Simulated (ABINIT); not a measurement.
# TiB2: band-structure run (part 3 of 4)

TiB2 (P6/mmm, 3 atoms in the cell); Kohn-Sham DFT of a periodic cell, WC, JTH PAW PBE v2.0, no spin polarisation (ABINIT 10.8.3); cutoff 408.17 eV, 10×10×8 k-mesh, fermi-dirac of 0.05 eV. The structure derives from an entry of the Crystallography Open Database.

Geometry of the input (Å; fractional positions):
```
3.0292  0.0000  0.0000
-1.5146  2.6234  0.0000
0.0000  0.0000  3.2284
Ti 0.0000  0.0000  0.0000
B  0.6667  0.3333  0.5000
B  0.3333  0.6667  0.5000
```

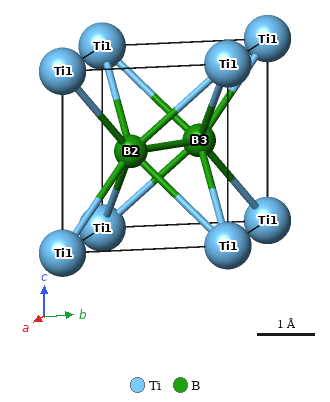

Fig. 1: The structure (ball-and-stick view of the cell of the calculation, seen slightly off an axis; atoms are numbered from 1 in the order of the input).

## Output, continued
```
  2.9874E-01  2.9874E-01  3.7859E-01  3.7859E-01  3.8796E-01  4.3969E-01
  4.3969E-01  6.1051E-01  6.7781E-01  6.7781E-01  7.2204E-01
 Non-SCF case, kpt   30 (  0.00000  0.00000  0.35714), residuals and eigenvalues=
  3.36E-13  2.39E-13  7.62E-13  1.57E-13  7.88E-13  9.54E-13  1.06E-13  9.22E-13
  9.89E-13  2.17E-13  1.34E-13  1.80E-13  1.57E-13  7.26E-13  4.34E-13  3.29E-11
  2.03E-11
 -1.7205E+00 -8.6203E-01 -8.4403E-01 -8.4403E-01 -7.9339E-02  1.1441E-01
  3.1499E-01  3.1499E-01  3.6669E-01  3.6669E-01  4.0634E-01  4.1528E-01
  4.1528E-01  6.0772E-01  7.0946E-01  7.0946E-01  7.2317E-01
 Non-SCF case, kpt   31 (  0.00000  0.00000  0.42857), residuals and eigenvalues=
  5.57E-13  2.88E-13  1.13E-13  1.76E-13  1.19E-13  1.07E-13  4.46E-13  4.87E-13
  8.47E-14  2.34E-13  1.56E-13  4.58E-14  5.50E-13  5.86E-13  4.76E-13  1.19E-12
  1.39E-11
 -1.7204E+00 -8.6305E-01 -8.4394E-01 -8.4394E-01 -6.5745E-02  9.2444E-02
  3.3275E-01  3.3275E-01  3.5926E-01  3.5926E-01  3.9208E-01  3.9208E-01
  4.1887E-01  6.0585E-01  7.2390E-01  7.3269E-01  7.3269E-01
 Non-SCF case, kpt   32 (  0.00000  0.00000  0.50000), residuals and eigenvalues=
  7.55E-13  1.83E-13  9.92E-13  5.24E-13  2.27E-13  9.62E-13  4.93E-13  3.31E-14
  3.36E-13  2.75E-13  4.60E-13  9.04E-13  2.48E-13  1.79E-13  5.47E-13  9.01E-13
  5.77E-12
 -1.7204E+00 -8.6342E-01 -8.4391E-01 -8.4391E-01 -6.0084E-02  8.3984E-02
  3.4391E-01  3.4391E-01  3.5675E-01  3.5675E-01  3.7901E-01  3.7901E-01
  4.2337E-01  6.0520E-01  7.2416E-01  7.4142E-01  7.4142E-01
 Non-SCF case, kpt   33 (  0.05556  0.00000  0.50000), residuals and eigenvalues=
  8.99E-13  3.73E-13  3.39E-13  3.24E-13  5.32E-13  2.65E-13  8.46E-13  7.58E-13
  9.78E-13  2.51E-13  9.11E-13  1.33E-13  3.14E-13  2.29E-13  6.66E-13  1.45E-12
  1.38E-12
 -1.7203E+00 -8.6331E-01 -8.4436E-01 -8.4401E-01 -5.9039E-02  8.6850E-02
  3.1645E-01  3.1924E-01  3.7374E-01  3.8075E-01  3.8112E-01  3.8280E-01
  4.2422E-01  6.0986E-01  7.2682E-01  7.3595E-01  7.4369E-01
 Non-SCF case, kpt   34 (  0.11111  0.00000  0.50000), residuals and eigenvalues=
  5.84E-13  3.04E-13  5.78E-13  8.39E-13  2.85E-13  9.13E-14  9.86E-14  9.76E-13
  7.66E-13  5.14E-13  9.65E-13  1.13E-13  6.48E-13  7.90E-13  9.23E-13  7.14E-13
  9.12E-12
 -1.7202E+00 -8.6301E-01 -8.4565E-01 -8.4430E-01 -5.5896E-02  9.5299E-02
  2.8122E-01  2.9140E-01  3.5984E-01  3.8734E-01  4.0627E-01  4.1443E-01
  4.2670E-01  6.2109E-01  7.1288E-01  7.4581E-01  7.5078E-01
 Non-SCF case, kpt   35 (  0.16667  0.00000  0.50000), residuals and eigenvalues=
  9.47E-13  6.87E-13  3.07E-13  3.84E-13  6.90E-14  7.27E-14  9.06E-13  6.39E-14
  4.63E-13  3.09E-13  1.48E-13  3.42E-13  1.99E-13  5.84E-13  3.96E-13  2.42E-11
  2.02E-11
 -1.7199E+00 -8.6254E-01 -8.4762E-01 -8.4474E-01 -5.0631E-02  1.0888E-01
  2.4487E-01  2.6625E-01  3.4124E-01  3.9733E-01  4.2846E-01  4.3058E-01
  4.4486E-01  6.3250E-01  6.9010E-01  7.6339E-01  7.6807E-01
 Non-SCF case, kpt   36 (  0.22222  0.00000  0.50000), residuals and eigenvalues=
  9.70E-13  8.63E-13  9.68E-13  6.83E-13  7.83E-13  1.16E-13  1.06E-13  5.53E-13
  2.23E-13  2.15E-13  5.01E-13  9.86E-13  3.14E-13  4.22E-13  6.36E-13  7.84E-08
  3.54E-08
 -1.7196E+00 -8.6197E-01 -8.5001E-01 -8.4527E-01 -4.3236E-02  1.2682E-01
  2.0893E-01  2.4440E-01  3.2133E-01  4.1046E-01  4.3549E-01  4.4811E-01
  4.7216E-01  6.3731E-01  6.6561E-01  7.8236E-01  7.9659E-01
 Non-SCF case, kpt   37 (  0.27778  0.00000  0.50000), residuals and eigenvalues=
  3.95E-13  8.87E-13  4.02E-13  9.51E-13  2.28E-13  6.52E-14  9.49E-13  7.80E-13
  8.03E-14  8.63E-13  2.35E-13  4.82E-13  8.25E-13  1.81E-13  3.80E-13  9.07E-07
  6.78E-06
 -1.7192E+00 -8.6136E-01 -8.5252E-01 -8.4584E-01 -3.3772E-02  1.4800E-01
  1.7464E-01  2.2618E-01  3.0221E-01  4.2577E-01  4.4089E-01  4.6633E-01
  4.9478E-01  6.3121E-01  6.4085E-01  8.0790E-01  8.2947E-01
 Non-SCF case, kpt   38 (  0.33333  0.00000  0.50000), residuals and eigenvalues=
  6.10E-13  1.06E-13  1.18E-13  8.53E-13  8.96E-13  6.79E-13  1.09E-13  4.09E-13
  1.52E-13  4.89E-13  7.21E-13  2.37E-13  1.84E-13  3.87E-13  9.34E-13  2.26E-05
  2.89E-04
 -1.7189E+00 -8.6078E-01 -8.5486E-01 -8.4637E-01 -2.2482E-02  1.4317E-01
  1.7086E-01  2.1183E-01  2.8495E-01  4.4178E-01  4.4614E-01  4.8402E-01
  5.1191E-01  6.1541E-01  6.1657E-01  8.3473E-01  8.4185E-01
 Non-SCF case, kpt   39 (  0.38889  0.00000  0.50000), residuals and eigenvalues=
  9.04E-13  6.32E-13  2.97E-13  1.62E-13  9.04E-13  7.65E-13  5.95E-13  6.49E-13
  6.16E-13  5.94E-13  7.56E-13  4.71E-13  5.79E-13  3.89E-13  5.59E-13  9.73E-07
  1.16E-05
 -1.7186E+00 -8.6031E-01 -8.5676E-01 -8.4681E-01 -1.0129E-02  1.1596E-01
  1.9338E-01  2.0148E-01  2.6978E-01  4.5054E-01  4.5641E-01  5.0165E-01
  5.2354E-01  5.9348E-01  5.9617E-01  8.0676E-01  8.4884E-01
 Non-SCF case, kpt   40 (  0.44444  0.00000  0.50000), residuals and eigenvalues=
  7.89E-13  8.05E-13  7.41E-13  1.70E-13  1.12E-13  9.99E-14  1.64E-13  5.43E-13
  4.98E-13  9.05E-13  4.39E-13  1.70E-13  5.75E-13  3.29E-13  1.76E-13  4.92E-08
  9.96E-06
 -1.7184E+00 -8.6000E-01 -8.5799E-01 -8.4709E-01  1.0917E-03  9.5641E-02
  1.9523E-01  2.1284E-01  2.5665E-01  4.5349E-01  4.6696E-01  5.1858E-01
  5.3018E-01  5.7299E-01  5.8087E-01  7.8830E-01  8.4745E-01
 Non-SCF case, kpt   41 (  0.50000  0.00000  0.50000), residuals and eigenvalues=
  8.51E-13  2.57E-13  1.21E-13  1.30E-13  1.58E-13  7.85E-13  5.54E-13  9.41E-14
  3.71E-13  3.96E-13  3.13E-13  6.80E-13  2.89E-13  9.16E-13  3.19E-13  7.27E-09
  6.39E-06
 -1.7184E+00 -8.5989E-01 -8.5841E-01 -8.4719E-01  6.1581E-03  8.7500E-02
  1.9315E-01  2.2272E-01  2.4930E-01  4.5452E-01  4.7086E-01  5.2830E-01
  5.3232E-01  5.6203E-01  5.7506E-01  7.8177E-01  8.4721E-01
 Non-SCF case, kpt   42 (  0.46667  0.06667  0.50000), residuals and eigenvalues=
  4.10E-13  2.24E-13  7.19E-13  7.09E-13  2.32E-13  1.63E-13  4.95E-13  1.29E-13
  9.01E-13  2.39E-13  9.04E-13  6.69E-13  4.33E-13  4.57E-13  1.81E-13  1.79E-09
  5.55E-05
 -1.7184E+00 -8.5986E-01 -8.5821E-01 -8.4759E-01  7.9078E-03  8.6583E-02
  1.8891E-01  2.2500E-01  2.4886E-01  4.5464E-01  4.7349E-01  5.2445E-01
  5.2809E-01  5.7391E-01  5.8099E-01  7.4607E-01  8.8817E-01
 Non-SCF case, kpt   43 (  0.43333  0.13333  0.50000), residuals and eigenvalues=
  9.55E-13  5.63E-13  5.62E-13  5.69E-13  2.49E-13  4.20E-13  9.19E-13  2.41E-13
  1.22E-13  7.85E-13  4.58E-13  3.07E-13  6.31E-13  9.48E-13  8.69E-13  1.65E-12
  1.07E-06
 -1.7183E+00 -8.5975E-01 -8.5761E-01 -8.4873E-01  1.3148E-02  8.3399E-02
  1.7824E-01  2.3120E-01  2.4779E-01  4.5491E-01  4.8118E-01  5.1693E-01
  5.2740E-01  5.7016E-01  6.2004E-01  6.9599E-01  8.6074E-01
 Non-SCF case, kpt   44 (  0.40000  0.20000  0.50000), residuals and eigenvalues=
  4.02E-13  3.59E-13  1.20E-13  4.89E-13  2.33E-13  1.99E-13  5.33E-13  1.34E-13
  1.70E-13  4.76E-13  7.91E-13  7.42E-13  4.48E-13  9.05E-13  1.47E-13  7.28E-13
  2.31E-06
 -1.7182E+00 -8.5962E-01 -8.5665E-01 -8.5039E-01  2.1861E-02  7.6739E-02
  1.6602E-01  2.3941E-01  2.4670E-01  4.5521E-01  4.9348E-01  5.1449E-01
  5.2601E-01  5.6258E-01  6.5384E-01  6.7040E-01  8.3079E-01
 Non-SCF case, kpt   45 (  0.36667  0.26667  0.50000), residuals and eigenvalues=
  3.20E-13  1.99E-13  3.83E-13  1.76E-13  2.01E-13  1.32E-13  1.21E-13  4.26E-13
  4.30E-13  6.64E-13  9.32E-13  2.95E-13  5.03E-13  8.48E-13  7.62E-13  4.43E-09
  3.04E-05
 -1.7182E+00 -8.5950E-01 -8.5541E-01 -8.5225E-01  3.4038E-02  6.5367E-02
  1.5719E-01  2.4633E-01  2.4643E-01  4.5543E-01  5.0973E-01  5.1590E-01
  5.2361E-01  5.4879E-01  6.2680E-01  7.2828E-01  8.0361E-01
 Non-SCF case, kpt   46 (  0.33333  0.33333  0.50000), residuals and eigenvalues=
  3.50E-13  5.24E-13  1.31E-13  8.15E-13  1.04E-13  9.21E-13  9.68E-13  7.23E-13
  4.06E-13  2.34E-13  5.22E-13  2.01E-13  4.43E-13  3.54E-13  1.45E-13  1.37E-12
  6.38E-06
 -1.7181E+00 -8.5945E-01 -8.5396E-01 -8.5396E-01  4.9630E-02  4.9630E-02
  1.5420E-01  2.4782E-01  2.4782E-01  4.5554E-01  5.1979E-01  5.1979E-01
  5.2921E-01  5.2921E-01  6.1818E-01  7.8018E-01  7.8018E-01
 Non-SCF case, kpt   47 (  0.30000  0.30000  0.50000), residuals and eigenvalues=
  9.97E-13  4.53E-13  5.77E-13  1.88E-13  6.86E-13  9.70E-13  9.37E-13  1.37E-13
  3.77E-13  3.23E-13  5.35E-13  2.95E-13  5.62E-13  3.70E-13  8.45E-13  5.53E-08
  6.13E-08
 -1.7182E+00 -8.5952E-01 -8.5519E-01 -8.5240E-01  3.1600E-02  6.8585E-02
  1.5689E-01  2.4071E-01  2.5162E-01  4.5520E-01  5.0861E-01  5.1413E-01
  5.2473E-01  5.5109E-01  6.2592E-01  7.5699E-01  7.6131E-01
 Non-SCF case, kpt   48 (  0.26667  0.26667  0.50000), residuals and eigenvalues=
  9.36E-13  2.73E-13  4.81E-13  4.28E-13  1.11E-13  2.72E-13  2.93E-13  4.79E-13
  4.55E-13  6.40E-13  3.80E-13  4.96E-13  4.27E-13  9.09E-13  7.24E-13  2.21E-10
  1.70E-09
 -1.7183E+00 -8.5973E-01 -8.5571E-01 -8.5081E-01  1.3418E-02  9.0826E-02
  1.6437E-01  2.2484E-01  2.5840E-01  4.5345E-01  4.8925E-01  5.0632E-01
  5.2870E-01  5.7431E-01  6.4826E-01  7.2127E-01  7.4726E-01
 Non-SCF case, kpt   49 (  0.23333  0.23333  0.50000), residuals and eigenvalues=
  6.20E-13  4.40E-13  2.27E-13  8.05E-13  2.65E-13  1.85E-13  3.21E-13  3.66E-13
  5.19E-13  3.89E-13  4.35E-13  6.16E-13  6.25E-13  9.05E-13  3.70E-13  4.70E-13
  1.62E-12
 -1.7185E+00 -8.6010E-01 -8.5538E-01 -8.4929E-01 -3.5637E-03  1.1622E-01
  1.7602E-01  2.0280E-01  2.6852E-01  4.4933E-01  4.7096E-01  4.9623E-01
  5.2855E-01  5.9735E-01  6.8360E-01  6.9344E-01  7.3784E-01
 Non-SCF case, kpt   50 (  0.20000  0.20000  0.50000), residuals and eigenvalues=
  7.15E-13  4.41E-13  3.30E-13  6.46E-13  2.52E-13  8.69E-13  1.59E-13  1.97E-13
  2.17E-13  9.13E-13  6.73E-13  8.49E-13  2.65E-13  6.90E-13  5.17E-13  5.53E-12
  3.23E-12
 -1.7188E+00 -8.6061E-01 -8.5422E-01 -8.4790E-01 -1.8607E-02  1.4459E-01
  1.7793E-01  1.9154E-01  2.8209E-01  4.4158E-01  4.5484E-01  4.8390E-01
  5.2034E-01  6.1790E-01  6.7793E-01  7.2927E-01  7.3247E-01
 Non-SCF case, kpt   51 (  0.16667  0.16667  0.50000), residuals and eigenvalues=
  6.33E-13  2.21E-13  8.63E-13  1.52E-13  4.00E-13  5.11E-13  1.78E-13  4.15E-13
  7.34E-13  2.11E-13  6.77E-13  9.42E-14  3.23E-13  5.98E-13  8.03E-13  1.02E-11
  1.55E-09
 -1.7191E+00 -8.6122E-01 -8.5237E-01 -8.4669E-01 -3.1396E-02  1.5302E-01
  1.7565E-01  2.1073E-01  2.9889E-01  4.2808E-01  4.4416E-01  4.6936E-01
  5.0242E-01  6.3271E-01  6.7596E-01  7.3022E-01  7.8217E-01
 Non-SCF case, kpt   52 (  0.13333  0.13333  0.50000), residuals and eigenvalues=
  7.02E-13  2.25E-13  3.60E-13  3.70E-13  1.93E-13  1.35E-13  1.22E-13  5.34E-13
  1.11E-13  2.48E-13  3.42E-13  6.28E-13  7.62E-13  2.60E-13  4.43E-13  2.82E-11
  1.22E-05
 -1.7195E+00 -8.6187E-01 -8.5011E-01 -8.4568E-01 -4.1820E-02  1.3014E-01
  2.0900E-01  2.3336E-01  3.1827E-01  4.1253E-01  4.3697E-01  4.5243E-01
  4.7708E-01  6.3837E-01  6.8455E-01  7.3003E-01  8.3779E-01
 Non-SCF case, kpt   53 (  0.10000  0.10000  0.50000), residuals and eigenvalues=
  2.73E-13  6.91E-13  7.30E-13  6.63E-13  3.91E-13  1.17E-13  9.65E-13  9.18E-14
  1.18E-13  6.75E-13  4.47E-13  3.08E-13  5.27E-13  8.27E-13  1.81E-13  4.90E-13
  5.30E-10
 -1.7199E+00 -8.6248E-01 -8.4778E-01 -8.4490E-01 -4.9860E-02  1.1082E-01
  2.4407E-01  2.5910E-01  3.3891E-01  3.9866E-01  4.3127E-01  4.3265E-01
  4.4753E-01  6.3373E-01  6.9959E-01  7.3077E-01  7.9400E-01
 Non-SCF case, kpt   54 (  0.06667  0.06667  0.50000), residuals and eigenvalues=
  5.30E-13  7.38E-13  5.79E-13  1.61E-13  2.61E-13  6.91E-14  7.56E-13  1.24E-13
  7.58E-13  2.00E-13  5.38E-13  8.95E-13  7.15E-13  2.92E-13  8.79E-13  7.82E-13
  4.14E-12
 -1.7202E+00 -8.6298E-01 -8.4576E-01 -8.4435E-01 -5.5559E-02  9.6190E-02
  2.7998E-01  2.8746E-01  3.5850E-01  3.8798E-01  4.0937E-01  4.1592E-01
  4.2697E-01  6.2208E-01  7.1752E-01  7.3097E-01  7.6168E-01
 Non-SCF case, kpt   55 (  0.03333  0.03333  0.50000), residuals and eigenvalues=
  7.58E-13  7.07E-13  8.16E-13  6.15E-13  2.97E-13  1.36E-13  1.70E-13  1.12E-13
  7.75E-13  3.16E-13  5.95E-13  2.58E-13  4.58E-13  7.22E-13  3.84E-13  8.67E-12
  3.46E-12
 -1.7203E+00 -8.6330E-01 -8.4440E-01 -8.4402E-01 -5.8956E-02  8.7078E-02
  3.1548E-01  3.1772E-01  3.7333E-01  3.8129E-01  3.8224E-01  3.8363E-01
  4.2428E-01  6.1021E-01  7.2775E-01  7.3400E-01  7.4471E-01
 Non-SCF case, kpt   56 (  0.00000  0.00000  0.50000), residuals and eigenvalues=
  7.55E-13  1.83E-13  9.92E-13  5.24E-13  2.27E-13  9.62E-13  4.93E-13  3.31E-14
  3.36E-13  2.75E-13  4.60E-13  9.04E-13  2.48E-13  1.79E-13  5.47E-13  9.01E-13
  5.77E-12
 -1.7204E+00 -8.6342E-01 -8.4391E-01 -8.4391E-01 -6.0084E-02  8.3984E-02
  3.4391E-01  3.4391E-01  3.5675E-01  3.5675E-01  3.7901E-01  3.7901E-01
  4.2337E-01  6.0520E-01  7.2416E-01  7.4142E-01  7.4142E-01

--- !ResultsGS
iteration_state: {dtset: 2, }
comment   : Summary of ground state results
lattice_vectors:
- [  5.7243584,   0.0000000,   0.0000000, ]
- [ -2.8621792,   4.9574398,   0.0000000, ]
- [  0.0000000,   0.0000000,   6.1007918, ]
lattice_lengths: [   5.72436,    5.72436,    6.10079, ]
lattice_angles: [ 90.000,  90.000, 120.000, ] # degrees, (23, 13, 12)
lattice_volume:   1.7312926E+02
convergence: {deltae:  0.000E+00, res2:  0.000E+00, residm:  9.997E-13, diffor:  0.000E+00, }
etotal    :  -6.44805605E+01
entropy   :   0.00000000E+00
fermie    :   3.60995945E-01
cartesian_stress_tensor: null
pressure_GPa: null
xred      :
- [  0.0000E+00,   0.0000E+00,   0.0000E+00, Ti]
- [  6.6667E-01,   3.3333E-01,   5.0000E-01,  B]
- [  3.3333E-01,   6.6667E-01,   5.0000E-01,  B]
cartesian_forces: null
force_length_stats: {min: null, max: null, mean: null, }
...

 Integrated electronic density in atomic spheres:
 ------------------------------------------------
 Atom  Sphere_radius  Integrated_density
    1        2.30803         10.36997507
    2        1.70617          1.92307570
    3        1.70617          1.92307570

================================================================================

 ----iterations are completed or convergence reached----

 Mean square residual over all n,k,spin=   46.036E-14; max=  99.967E-14
 reduced coordinates (array xred) for    3 atoms
       0.000000000000      0.000000000000      0.000000000000
       0.666666666667      0.333333333333      0.500000000000
       0.333333333333      0.666666666667      0.500000000000
```
